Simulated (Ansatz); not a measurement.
## Run report: ZnS, geometry relaxation (part 2 of 2)

The same run, continued: ZnS (R3m, 12 atoms in the cell); DFT PBE, scalar-relativistic, plane waves, PAW, no spin polarisation (Ansatz 0.2.0); cutoff 420 eV, 12×12×12 k-mesh, Gaussian smearing of 0.02 eV. The structure derives from a Materials Project entry.

Geometry of the input (Å; fractional positions):
```
1.9042  1.0994  18.6769
-1.9042  1.0994  18.6769
0.0000  -2.1987  18.6769
Zn 0.4444  0.4444  0.4444
Zn 0.8333  0.8333  0.8333
Zn 0.6111  0.6111  0.6111
Zn 0.7222  0.7222  0.7222
Zn 1.0000  1.0000  1.0000
Zn 0.2222  0.2222  0.2222
S  0.4028  0.4028  0.4028
S  0.9583  0.9583  0.9583
S  0.5694  0.5694  0.5694
S  0.7917  0.7917  0.7917
S  0.6806  0.6806  0.6806
S  0.1806  0.1806  0.1806
```

## Output, continued
```
--- Per-component energies (eV) ---
  E_band       = 7.751548
  E_kinetic    = 1426.805118
  E_local      = -12338.415189  (includes V_loc(G=0)·N_el)
  E_nonlocal   = 3857.572122
  E_hartree    = 5156.767004
  E_xc         = -1404.641167
  E_vxc        = -834.958051  (∫ρ·V_xc dr)
  E_paw        = -14572.657441  (= ΣΔE_a)
  E_vpaw       = -2416.784229  (= ΣTr[D̂ρ^β])
  E_aug_tail   = -0.002103  (compensation charges beyond the density's cutoff)
  E_ewald      = -7461.824271
  E_smearing   = -0.000000  (= −TS)
  E_closure    = 0.000000  (closes the sum)
  Σ components = -25336.395927   (vs F -25336.395927, Δ=0.00e0)
--- Forces (eV/Å), atoms counted from 1 ---
  atom   1  Zn    -0.00000000     0.00000000     0.00086072
  atom   2  Zn    -0.00000000     0.00000000     0.00019409
  atom   3  Zn    -0.00000000     0.00000000     0.00058217
  atom   4  Zn     0.00000000    -0.00000000    -0.00036342
  atom   5  Zn     0.00000000     0.00000000     0.00096555
  atom   6  Zn    -0.00000000     0.00000000     0.00086447
  atom   7  S     -0.00000000    -0.00000000    -0.00161763
  atom   8  S      0.00000000    -0.00000000    -0.00157966
  atom   9  S      0.00000000    -0.00000000    -0.00069072
  atom  10  S      0.00000000     0.00000000     0.00061852
  atom  11  S     -0.00000000     0.00000000     0.00100750
  atom  12  S      0.00000000    -0.00000000    -0.00084183
  max |Σ_I F_I| component: 2.50e-7 eV/Å
--- Stress (GPa, compression-positive) ---
       -0.001961       0.000000      -0.000000
        0.000000      -0.001961       0.000000
       -0.000000       0.000000      -0.000919
  P = ⅓ Tr σ = -0.0016 GPa (-0.016 kbar)
--- Band table (eV; the first three rows and the last of 189) ---
  k-point 0: bands = ["-7.4914", "-7.2978", "-7.2941", "-6.8577", "-6.8530", "-6.6021", "-0.7496", "-0.7437", "-0.7437", "-0.7386", "-0.7342", "-0.7166", "-0.7166", "-0.7093", "-0.7093", "-0.6656", "-0.6656", "-0.6596", "-0.6596", "-0.6408", "-0.6408", "-0.5844", "-0.5805", "-0.2879", "-0.2879", "-0.2820", "-0.2820", "-0.2775", "-0.2775", "-0.2645", "-0.2645", "-0.2489", "-0.2489", "-0.2382", "-0.2382", "-0.0796", "0.3512", "1.6883", "1.6937", "3.8289", "3.8385", "4.6650", "4.6650", "4.8545", "4.8545", "4.8572", "4.8572", "5.2706", "5.2706", "5.2761", "5.2761", "5.4819", "5.5075", "5.5075", "7.5428", "8.6518", "8.6724", "8.7194", "8.8322", "8.9296", "11.7942", "11.8308", "11.8549", "11.8549", "11.9441", "12.0815"]
  k-point 1: bands = ["-7.4460", "-7.2644", "-7.2438", "-6.8356", "-6.8111", "-6.5771", "-0.7532", "-0.7466", "-0.7389", "-0.7344", "-0.7334", "-0.7076", "-0.7022", "-0.6981", "-0.6975", "-0.6655", "-0.6595", "-0.6546", "-0.6463", "-0.6385", "-0.6276", "-0.5837", "-0.5654", "-0.2949", "-0.2913", "-0.2879", "-0.2861", "-0.2771", "-0.2742", "-0.2707", "-0.2620", "-0.2514", "-0.2472", "-0.2431", "-0.2360", "-0.0640", "0.4211", "1.6622", "1.7656", "3.6909", "3.7930", "4.3040", "4.4931", "4.5593", "4.5594", "4.7035", "4.8179", "4.9668", "5.0384", "5.0934", "5.1358", "5.2643", "5.4229", "5.4455", "7.9759", "8.9244", "8.9998", "9.0482", "9.1704", "9.2703", "11.4117", "11.4828", "11.7134", "11.9828", "12.0178", "12.0405"]
  k-point 2: bands = ["-7.3159", "-7.1553", "-7.1154", "-6.7581", "-6.7115", "-6.5095", "-0.7667", "-0.7489", "-0.7348", "-0.7122", "-0.7097", "-0.6839", "-0.6806", "-0.6691", "-0.6677", "-0.6615", "-0.6486", "-0.6318", "-0.6246", "-0.6094", "-0.5907", "-0.5650", "-0.5358", "-0.3107", "-0.3032", "-0.2946", "-0.2928", "-0.2896", "-0.2775", "-0.2685", "-0.2599", "-0.2421", "-0.2410", "-0.2309", "-0.2304", "-0.0398", "0.6080", "1.6603", "1.8412", "3.2897", "3.3473", "3.5570", "3.8417", "3.9119", "4.1478", "4.2968", "4.4081", "4.6148", "4.6309", "4.6989", "4.8771", "5.1308", "5.2530", "5.2732", "8.6791", "9.3173", "9.5237", "9.6564", "9.7573", "9.9126", "10.8677", "11.1341", "11.4635", "11.6592", "11.9891", "12.1929"]
  k-point 188: bands = ["-7.4435", "-7.4372", "-7.0882", "-7.0819", "-6.6761", "-6.6691", "-0.7509", "-0.7411", "-0.7411", "-0.7410", "-0.7272", "-0.7272", "-0.7030", "-0.6944", "-0.6944", "-0.6918", "-0.6796", "-0.6796", "-0.6495", "-0.6495", "-0.6438", "-0.6438", "-0.3487", "-0.3461", "-0.2884", "-0.2884", "-0.2811", "-0.2811", "-0.2776", "-0.2776", "-0.2659", "-0.2659", "-0.2464", "-0.2464", "-0.2397", "-0.2397", "0.8364", "0.8407", "2.7118", "2.7250", "4.7132", "4.7132", "4.7172", "4.7172", "4.8944", "4.9095", "5.0536", "5.0536", "5.0617", "5.0617", "5.4392", "5.4392", "5.4461", "5.4461", "8.0025", "8.0455", "8.7058", "8.7633", "8.8774", "9.0183", "11.8074", "11.8587", "11.9248", "11.9248", "11.9614", "11.9614"]
--- Relaxed structure (3 steps of the walk, 3 accepted, 1 SCFs on fresh bases) ---
  F+E_penalty+E_count = -25336.39592719 eV   max|allowed force component| = 1.618e-3 eV/Å   (the final SCF, on the basis selected at the relaxed cell)
  cell:  # Å, volume = 242.0382 Å³
    - [1.9238706406811215, 1.1107472323001089, 18.877376499778354]
    - [-1.9238706406811215, 1.1107472323001089, 18.877376499778354]
    - [-5.734093282184713e-18, -2.221494464549681, 18.877376499781327]
  atoms:
    - { symbol: Zn, position: [0.4444533948278517, 0.4444533948278517, 0.4444533948278518] }
    - { symbol: Zn, position: [0.833370386100219, 0.833370386100219, 0.8333703861002191] }
    - { symbol: Zn, position: [0.6110413041542695, 0.6110413041542695, 0.6110413041542696] }
    - { symbol: Zn, position: [0.722202080864288, 0.722202080864288, 0.7222020808642882] }
    - { symbol: Zn, position: [0.999963223854854, 0.999963223854854, 0.9999632238548543] }
    - { symbol: Zn, position: [0.2222102068356819, 0.2222102068356819, 0.22221020683568193] }
    - { symbol: S, position: [0.40275684681169, 0.40275684681169, 0.4027568468116901] }
    - { symbol: S, position: [0.9582667530874073, 0.9582667530874073, 0.9582667530874075] }
    - { symbol: S, position: [0.5694250433636703, 0.5694250433636703, 0.5694250433636705] }
    - { symbol: S, position: [0.7917443953459585, 0.7917443953459585, 0.7917443953459586] }
    - { symbol: S, position: [0.6805868458338048, 0.6805868458338049, 0.680586845833805] }
    - { symbol: S, position: [0.18058250892030536, 0.18058250892030536, 0.1805825089203054] }
```

## Trajectory as extended XYZ (Å, eV, eV/Å), 4 frames, from step=1 to step=4
```
12
Lattice="1.9042 1.0994 18.6769 -1.9042 1.0994 18.6769 0.0000 -2.1987 18.6769" Properties=species:S:1:pos:R:3:forces:R:3 step=1 energy=-25336.34341 pressure_GPa=2.32
Zn    0.0000    0.0000   24.9025    0.0000   0.0000  -0.0001
Zn    0.0000    0.0000   46.6927    0.0000   0.0000   0.0044
Zn    0.0000    0.0000   34.2385    0.0000   0.0000  -0.0054
Zn    0.0000    0.0000   40.4658    0.0000   0.0000  -0.0005
Zn    0.0000    0.0000   56.0304    0.0000   0.0000  -0.0019
Zn    0.0000    0.0000   12.4502    0.0000   0.0000   0.0005
S     0.0000    0.0000   22.5665    0.0000   0.0000  -0.0022
S     0.0000    0.0000   53.6940    0.0000   0.0000  -0.0051
S     0.0000    0.0000   31.9056    0.0000   0.0000   0.0000
S     0.0000    0.0000   44.3603    0.0000   0.0000   0.0063
S     0.0000    0.0000   38.1345    0.0000   0.0000   0.0017
S     0.0000    0.0000   10.1168    0.0000   0.0000   0.0023
12
Lattice="1.9156 1.1060 18.7990 -1.9156 1.1060 18.7990 0.0000 -2.2119 18.7990" Properties=species:S:1:pos:R:3:forces:R:3 step=2 energy=-25336.38543 pressure_GPa=0.91
Zn    0.0000    0.0000   25.0658    0.0000   0.0000   0.0002
Zn    0.0000    0.0000   46.9992    0.0000   0.0000   0.0022
Zn    0.0000    0.0000   34.4607    0.0000   0.0000  -0.0001
Zn    0.0000    0.0000   40.7297    0.0000   0.0000   0.0027
Zn    0.0000    0.0000   56.3952    0.0000   0.0000  -0.0005
Zn    0.0000    0.0000   12.5317    0.0000   0.0000   0.0003
S     0.0000    0.0000   22.7145    0.0000   0.0000  -0.0011
S     0.0000    0.0000   54.0437    0.0000   0.0000  -0.0010
S     0.0000    0.0000   32.1139    0.0000   0.0000   0.0002
S     0.0000    0.0000   44.6523    0.0000   0.0000  -0.0010
S     0.0000    0.0000   38.3836    0.0000   0.0000  -0.0020
S     0.0000    0.0000   10.1842    0.0000   0.0000   0.0000
12
Lattice="1.9239 1.1107 18.8774 -1.9239 1.1107 18.8774 0.0000 -2.2215 18.8774" Properties=species:S:1:pos:R:3:forces:R:3 step=3 energy=-25336.39282 pressure_GPa=-0.00
Zn    0.0000    0.0000   25.1703    0.0000   0.0000   0.0008
Zn    0.0000    0.0000   47.1955    0.0000   0.0000   0.0002
Zn    0.0000    0.0000   34.6046    0.0000   0.0000   0.0005
Zn    0.0000    0.0000   40.8998    0.0000   0.0000  -0.0004
Zn    0.0000    0.0000   56.6300    0.0000   0.0000   0.0009
Zn    0.0000    0.0000   12.5842    0.0000   0.0000   0.0009
S     0.0000    0.0000   22.8090    0.0000   0.0000  -0.0016
S     0.0000    0.0000   54.2687    0.0000   0.0000  -0.0016
S     0.0000    0.0000   32.2478    0.0000   0.0000  -0.0007
S     0.0000    0.0000   44.8382    0.0000   0.0000   0.0006
S     0.0000    0.0000   38.5431    0.0000   0.0000   0.0010
S     0.0000    0.0000   10.2268    0.0000   0.0000  -0.0008
12
Lattice="1.9239 1.1107 18.8774 -1.9239 1.1107 18.8774 0.0000 -2.2215 18.8774" Properties=species:S:1:pos:R:3:forces:R:3 step=4 energy=-25336.39593 pressure_GPa=-0.00
Zn    0.0000    0.0000   25.1703    0.0000   0.0000   0.0009
Zn    0.0000    0.0000   47.1955    0.0000   0.0000   0.0002
Zn    0.0000    0.0000   34.6046    0.0000   0.0000   0.0006
Zn    0.0000    0.0000   40.8998    0.0000   0.0000  -0.0004
Zn    0.0000    0.0000   56.6300    0.0000   0.0000   0.0010
Zn    0.0000    0.0000   12.5842    0.0000   0.0000   0.0009
S     0.0000    0.0000   22.8090    0.0000   0.0000  -0.0016
S     0.0000    0.0000   54.2687    0.0000   0.0000  -0.0016
S     0.0000    0.0000   32.2478    0.0000   0.0000  -0.0007
S     0.0000    0.0000   44.8382    0.0000   0.0000   0.0006
S     0.0000    0.0000   38.5431    0.0000   0.0000   0.0010
S     0.0000    0.0000   10.2268    0.0000   0.0000  -0.0008
```

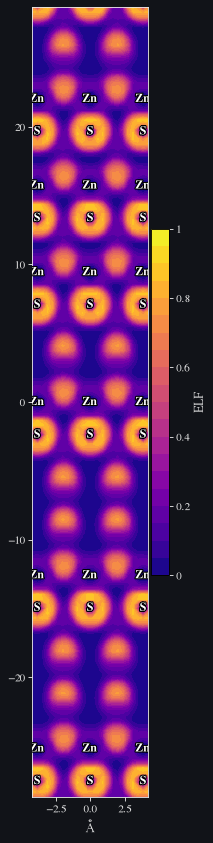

*ELF on the (010) plane of the conventional cell.*

Zn–S (2.36 Å): the ELF is about 0.55 at the midpoint. The fields are those of the smooth PAW valence density.

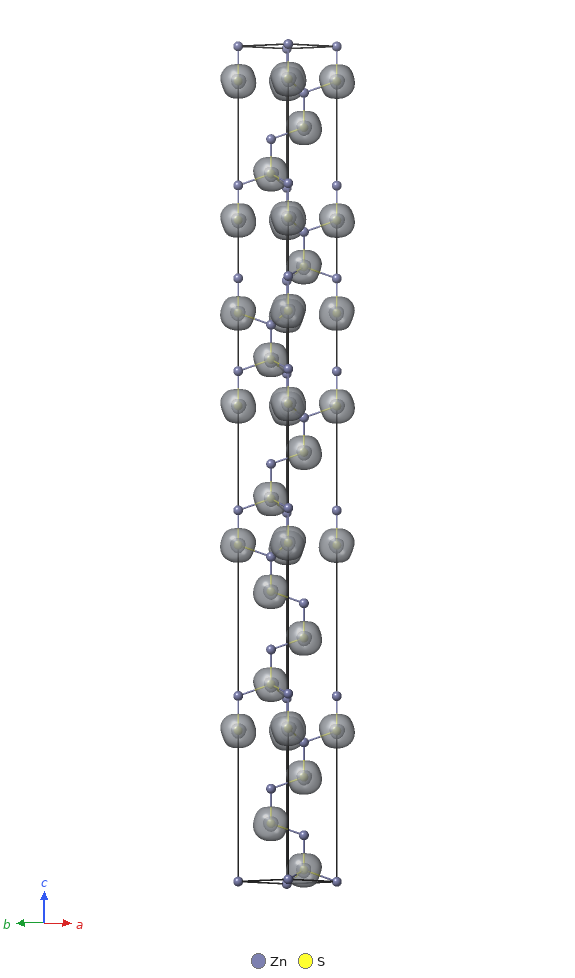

*Isosurface of the ELF at 0.65 (grey), seen at an oblique angle. Core shells and regions of very low density are left out. Sticks mark near contacts. The outline is the cell set on symmetry axes.*

Values along the shortest contacts: Zn–S (2.36 Å): the ELF is about 0.55 at the midpoint.

## Results in brief

- outcome: converged
- space group (tolerance 0.01 Å): R3m (160)
- electrons treated: 108
- free energy: −25336.3959 eV
- Fermi energy: 6.525 eV
- gap on the k-point mesh: 2.04 eV
- pressure: 0.00 GPa
- final volume: 242.04 Å³
- largest force (length of the vector) at the end: 0.002 eV/Å
- final cell: a = 19.008 Å, b = 19.008 Å, c = 19.008 Å, α = 11.62°, β = 11.62°, γ = 11.62°
- hardware: 4 threads of Arm Neoverse V1, 24 GiB of memory available, shared host
- wall time: 8 min (CPU time 32 min)
- peak memory: 2.1 GiB
